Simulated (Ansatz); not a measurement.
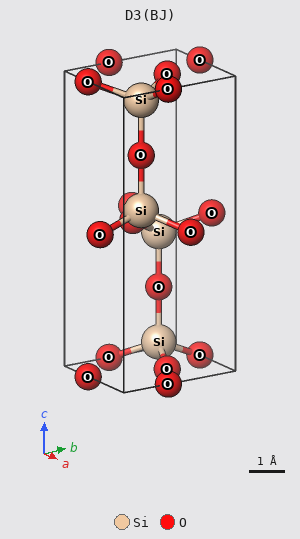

A crystal of SiO$_{2}$ (set up in P6_322), relaxed (cell and atoms) with several dispersion corrections. The picture shows the result with D3(BJ). The picture is a ball-and-stick view of the cell of the calculation, seen slightly off an axis.

Computed with Ansatz 0.2.0: PBEsol, Ansatz PAW. (plane-wave cutoff 420 eV; k-point mesh 6 × 6 × 3; occupations fermi-dirac; smearing width 0.05 eV; no spin polarisation; cell and atoms relaxed; force threshold 0.01 eV/Å)

```
dispersion correction  volume (Å³/atom)  a (Å)  c (Å)
               D3(BJ)            15.395  4.985  8.586
                   D4            15.679  5.029  8.589
                 none            15.897  5.063  8.593
           D3(BJ)-ATM                 ?      ?      ?
```

**Fill in the missing row.**

With D3(BJ)-ATM the volume falls between D3(BJ) (15.395) and D4 (15.679). The calculation gives 15.443 Å³/atom (a = 4.992 Å, c = 8.587 Å). In order of volume: D3(BJ) < D3(BJ)-ATM < D4 < none; the spread is 3.3 %.

Each member starts from this one structure; whether another phase lies lower wasn't checked.
